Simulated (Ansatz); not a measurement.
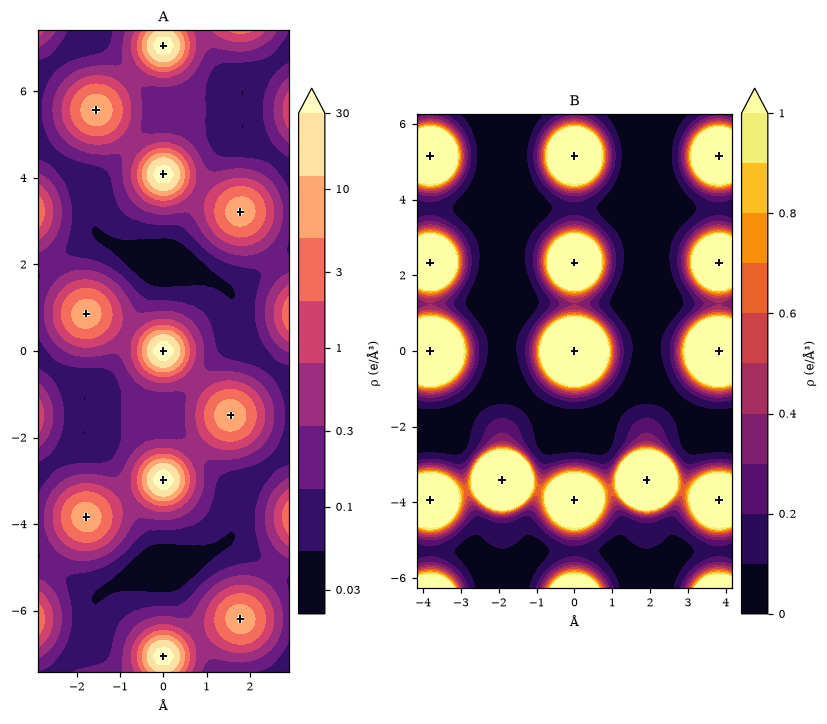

The valence pseudo-density of 2 systems, each on a plane through atoms (crosses mark nuclei in the plane).

All numbers below come from DFT r2SCAN, scalar-relativistic, plane waves, PAW in Ansatz.

System 1: Ga2O3, the (010) plane of the conventional cell. Space group R-3c; changed on purpose from its base cell (strain +0.025 along x and y, +0.050 along z, atoms carried along); computed pressure about −18 GPa in this cell.

```
CELL_PARAMETERS angstrom
5.10922 0.00000 0.00000
-2.55461 4.42471 0.00000
0.00000 0.00000 14.11410
ATOMIC_POSITIONS crystal
Ga 0.66667 0.33333 0.18874
Ga 0.33333 0.66667 0.52207
Ga 0.00000 0.00000 0.85540
Ga 0.33333 0.66667 0.31126
Ga 0.00000 0.00000 0.64460
Ga 0.66667 0.33333 0.97793
Ga 0.00000 0.00000 0.14460
Ga 0.66667 0.33333 0.47793
Ga 0.33333 0.66667 0.81126
Ga 0.33333 0.66667 0.02207
Ga 0.00000 0.00000 0.35540
Ga 0.66667 0.33333 0.68874
O 0.97029 0.33333 0.08333
O 0.63696 0.66667 0.41667
O 0.30363 0.00000 0.75000
O 0.66667 0.63696 0.08333
O 0.33333 0.97029 0.41667
O 0.00000 0.30363 0.75000
O 0.36304 0.02971 0.08333
O 0.02971 0.36304 0.41667
O 0.69637 0.69637 0.75000
O 0.69637 0.00000 0.25000
O 0.36304 0.33333 0.58333
O 0.02971 0.66667 0.91667
O 0.00000 0.69637 0.25000
O 0.66667 0.02971 0.58333
O 0.33333 0.36304 0.91667
O 0.30363 0.30363 0.25000
O 0.97029 0.63696 0.58333
O 0.63696 0.97029 0.91667
```

System 2: Ti3PbO7, the (101̄) plane of the conventional cell. Space group P2₁/m; a structure from a database of computed crystals, not necessarily the ambient phase; computed without spin polarisation.

```
Ti Pb O
1.0
     6.60951    0.00000    0.00000
     0.00000    3.81524    0.00000
    -1.52446    0.00000   10.65276
Ti Pb O
6 2 14
Direct
  0.55096 0.75000 0.89861
  0.44904 0.25000 0.10139
  0.69294 0.75000 0.56477
  0.30706 0.25000 0.43523
  0.25323 0.75000 0.65541
  0.74677 0.25000 0.34459
  0.00459 0.75000 0.15029
  0.99541 0.25000 0.84971
  0.47465 0.75000 0.07361
  0.52535 0.25000 0.92639
  0.74418 0.75000 0.38273
  0.25582 0.25000 0.61727
  0.35619 0.75000 0.47903
  0.64381 0.25000 0.52097
  0.83268 0.75000 0.94414
  0.16732 0.25000 0.05586
  0.95528 0.75000 0.62913
  0.04472 0.25000 0.37087
  0.56535 0.75000 0.71418
  0.43465 0.25000 0.28582
  0.24983 0.75000 0.82462
  0.75017 0.25000 0.17538
```

Match each panel to its system.

Panel A is system 1, Ga2O3: the plane holds Ga and O. Ga–O (1.98 Å): ρ is about 0.62 e/Å³ halfway. Panel B is system 2, Ti3PbO7: the plane holds Ti, Pb and O. Pb–O (2.34 Å): ρ at the midpoint is about 0.42 e/Å³.
